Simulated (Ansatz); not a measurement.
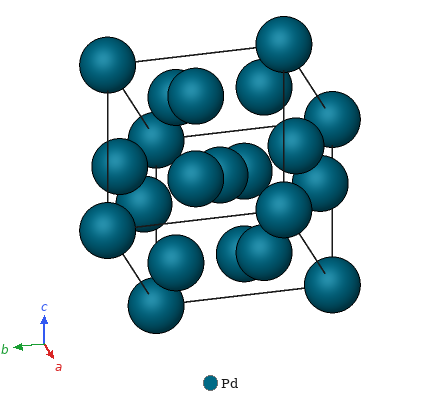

Pd (Pm-3n, No. 223): the geometry relaxed with DFT, PBEsol, plane waves (420 eV) with PAW, scalar-relativistic in Ansatz 0.2.0; the starting structure was generated, so it need not be a known form of this composition.

```
Pd
1.0
     4.92792    0.00000    0.00000
     0.00000    4.92792    0.00000
     0.00000    0.00000    4.92792
Pd
8
Direct
  0.00000 0.00000 0.00000
  0.50000 0.50000 0.50000
  0.25000 0.00000 0.50000
  0.75000 0.00000 0.50000
  0.50000 0.25000 0.00000
  0.50000 0.75000 0.00000
  0.00000 0.50000 0.25000
  0.00000 0.50000 0.75000
```

**What will an integrated-DPC-like image along [111] show? Simulated as the projected potential of neutral atoms (B = 0.3 Å²) blurred by a 0.50 Å probe, the thin-sample limit of integrated differential phase contrast. Shot noise and a slight drift were added.**

The columns repeat on a hexagonal net with a repeat of 4.02 Å (plane group p6mm). The brightest columns hold 2 Pd per repeat; in falling brightness follow 1 Pd (about 50 %). Brightness is counted from the darkest point of the image. The shortest distance between visible columns is 1.01 Å in projection (between Pd columns). Along the beam the structure repeats every 8.54 Å.

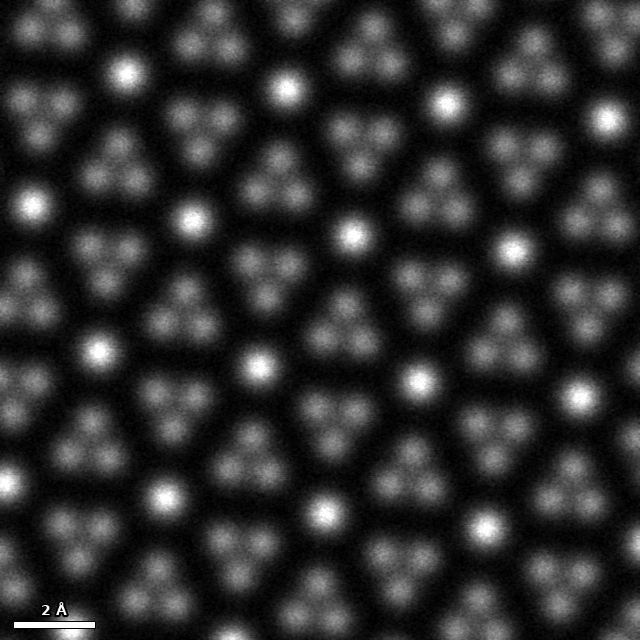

The simulated image.
